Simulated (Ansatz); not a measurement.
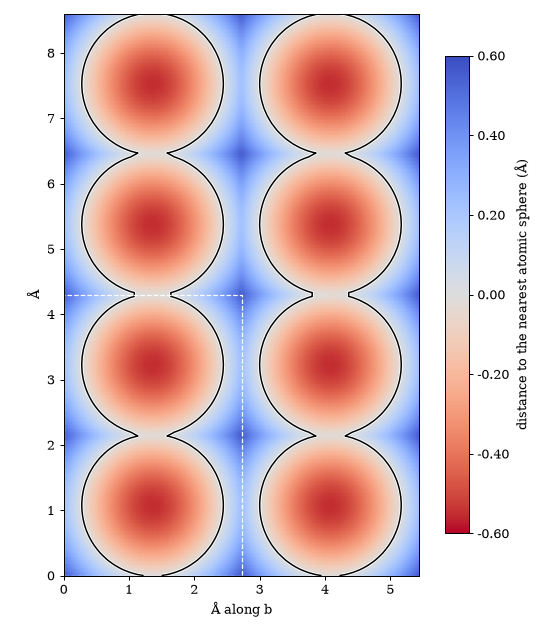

Map of the distance to the nearest atomic sphere in Ru (P6_3/mmc), computed on the section x = 0.000 (parallel to b and c; the dashed line is one cell). The black line marks the spheres' surfaces; positive values are empty space; unlabelled circles belong to atoms above or below the section.

The atoms' radii are metallic radii: Ru 1.34 Å.

Source of the atomic positions: the geometry relaxed at fixed volume with DFT PBE, spin-orbit coupling, plane waves, PAW in Ansatz 0.2.0.

```
CELL_PARAMETERS angstrom
2.72312 0.00000 0.00000
-1.36156 2.35829 0.00000
0.00000 0.00000 4.30205
ATOMIC_POSITIONS crystal
Ru 0.33333 0.66667 0.75000
Ru 0.66667 0.33333 0.25000
```

Q: Where is the largest hole in this section, and how large is it?

A: At 0.000, 0.000, 0.000 (fractional), where the distance reaches 0.56 Å; it is enclosed by 6 Ru in an octahedral arrangement. It is the largest hole of the crystal.

Q: How much of the crystal lies outside the spheres?

A: About 27 % of the cell's volume, and 38 % of this section's area.

Q: What can pass through?

A: The largest sphere that fits anywhere has a diameter of 1.13 Å; the largest that can travel through the crystal, about 0.5 Å.
